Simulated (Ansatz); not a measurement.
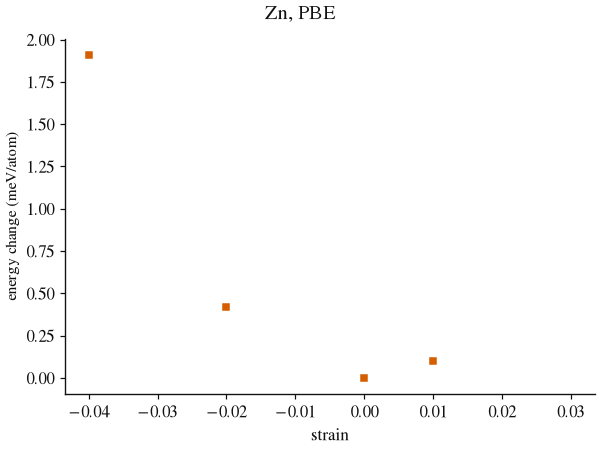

Plotted: energy change against strain for Zn, space group P6_3/mmc (No. 194).

Starting cell:
```yaml
crystal:
  lattice:
    - [2.66480, 0.00000, 0.00000]
    - [-1.33240, 2.30778, 0.00000]
    - [0.00000, 0.00000, 4.94670]
  atoms:
    - { symbol: Zn, position: [0.33333, 0.66667, 0.25000] }
    - { symbol: Zn, position: [0.66667, 0.33333, 0.75000] }
```

Calculation (Ansatz 0.2.0): homogeneous strain of a crystal along one Voigt pattern with engineering shear, fractional coordinates fixed, by plane-wave density functional theory with PAW datasets, free energies less that of the undisturbed cell; scalar-relativistic. Level: PBE, no spin polarisation.

```
       setting                                                          value
   wave cutoff                                                         420 eV
        k mesh                                                       21×21×10
   occupations                                                       Gaussian
smearing width                                                        0.15 eV
       k shift                                         (0, 0, 0) (mesh steps)
         start                                                       as given
strain pattern  (0, 0, 0, 1, 0, 0) (xx yy zz yz xz xy with engineering shear)
```

The point at strain 0.03 is left out of the plot. What does the calculation give there?

```json
{"strain": "0.03", "energy change (meV/atom)": "1.01"}
```

Limits of the calculation: reference crystal is not relaxed.
